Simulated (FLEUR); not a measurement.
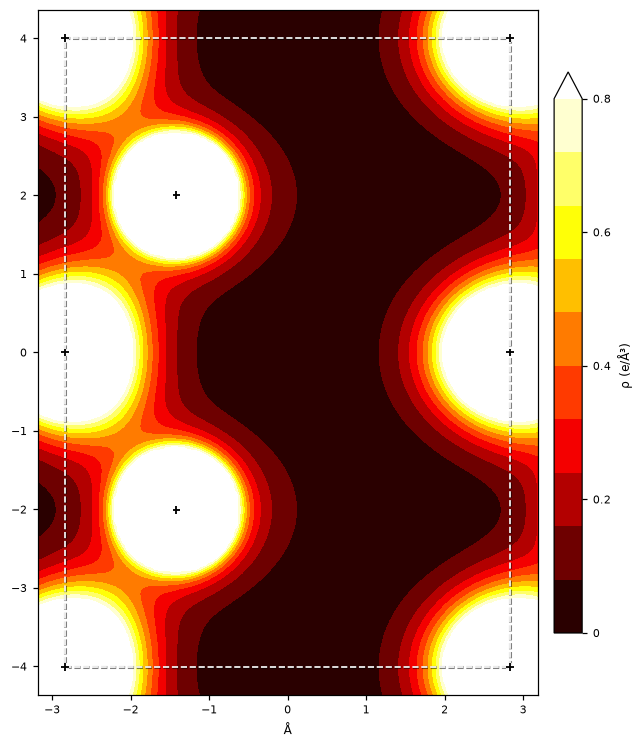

The total electron density on a plane through atoms (crosses mark nuclei in the plane).

Level of theory: FLEUR, Kohn-Sham DFT of a periodic cell, PBE, all-electron.

Candidates:
A. ZnSe, a = 5.67 Å, b = 5.67 Å, c = 5.67 Å, α = 90.00°, β = 90.00°, γ = 90.00°. Space group F-43m.
B. Mg, a = 3.55 Å, b = 3.55 Å, c = 3.55 Å, α = 90.00°, β = 90.00°, γ = 90.00°. Space group Im-3m; a structure from a database of computed crystals, not necessarily the ambient phase.
C. P, a = 3.45 Å, b = 3.45 Å, c = 9.39 Å, α = 90.00°, β = 90.00°, γ = 120.00°. Space group R-3m; a structure from a database of computed crystals, not necessarily the ambient phase.

### Which system is this?

Candidate A: ZnSe on the (011) plane of the conventional cell, which holds Se and Zn. Zn–Se (2.45 Å): ρ is about 0.47 e/Å³ halfway.
